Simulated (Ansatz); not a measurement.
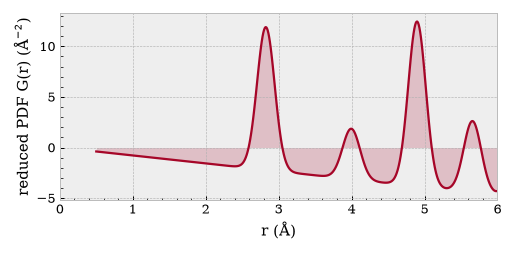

Simulated X-ray pair distribution function, G(r) = R(r)/r − 4πρ₀r, summed over the atomic distances of the structure with each pair weighted by the product of the atomic numbers (X-ray weights at Q = 0); every distance is a Gaussian of σ = 0.12 Å. No termination ripples are included.

Candidate polymorphs:

A. 
```
Mo
1.0
     3.15000    0.00000    0.00000
     0.00000    3.15000    0.00000
     0.00000    0.00000    3.15000
Mo
2
Cartesian
  0.0000 0.0000 0.0000
  1.5750 1.5750 1.5750
```

B. 
```
Mo
1.0
     4.00194    0.00000    0.00000
     0.00000    4.00194    0.00000
     0.00000    0.00000    4.00194
Mo
4
Direct
  0.00000 0.00000 0.00000
  0.00000 0.50000 0.50000
  0.50000 0.00000 0.50000
  0.50000 0.50000 0.00000
```

Origins: A, the input geometry of an electronic-structure calculation (not necessarily at equilibrium); B, the input geometry of an electronic-structure calculation (not necessarily at equilibrium); the starting structure was generated, so it need not be a known form of this composition.

Question: From which structure was the curve computed?

Answer: Candidate B, Mo, Fm-3m (first clear peaks at 2.82 Å (Mo–Mo) and 4.00 Å (Mo–Mo)). A would give first clear peaks at 2.73 Å (Mo–Mo) and 3.14 Å (Mo–Mo).
